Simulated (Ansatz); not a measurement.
System: GePt.

Space group Pnma; the calculation finds a residual pressure of about 8 GPa at this fixed cell. Spin-orbit coupling, left out here, splits and shifts the levels of such heavy elements, by tenths of an eV up to several eV.

```yaml
crystal:
  lattice:
    - [5.71900, 0.00000, 0.00000]
    - [0.00000, 3.69700, 0.00000]
    - [0.00000, 0.00000, 6.08400]
  atoms:
    - { symbol: Ge, position: [0.18500, 0.25000, 0.59000] }
    - { symbol: Ge, position: [0.31500, 0.75000, 0.09000] }
    - { symbol: Ge, position: [0.68500, 0.25000, 0.91000] }
    - { symbol: Ge, position: [0.81500, 0.75000, 0.41000] }
    - { symbol: Pt, position: [0.99950, 0.25000, 0.19080] }
    - { symbol: Pt, position: [0.50050, 0.75000, 0.69080] }
    - { symbol: Pt, position: [0.49950, 0.25000, 0.30920] }
    - { symbol: Pt, position: [0.00050, 0.75000, 0.80920] }
```

Level of theory: DFT PBE, scalar-relativistic, plane waves, PAW (Ansatz 0.2.0).

Question: Which states lie at the band edges, or at the Fermi level if it is a metal?

Answer: The calculation finds no gap at the Fermi level.
The states at the Fermi level: Pt 5d (45 %), Ge 4p (35 %) and Ge 4s (15 %) by Löwdin projection on a minimal orbital set; in space Pt about 70 % and Ge about 30 %. The two measures disagree here: the projection uses a minimal set of atomic orbitals, while the spatial cells share out diffuse density by volume.

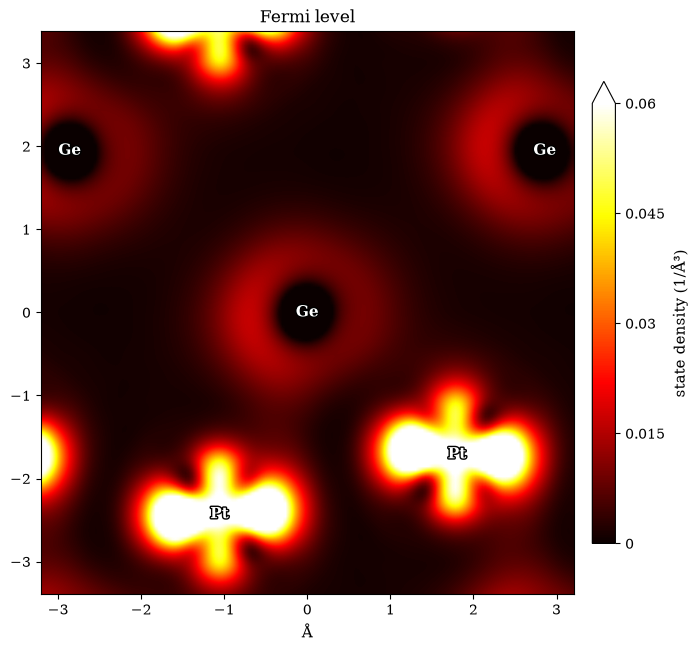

Computed densities of these states (window −0.25 to +0.25 eV about the Fermi level) on the (010) plane of the conventional cell.

Core electrons are frozen (PAW), so the fields are smoothed inside the atomic spheres.

The run took 100 s on 2 threads of Arm Neoverse N1, with other jobs on the host, peak memory 1.1 GiB.
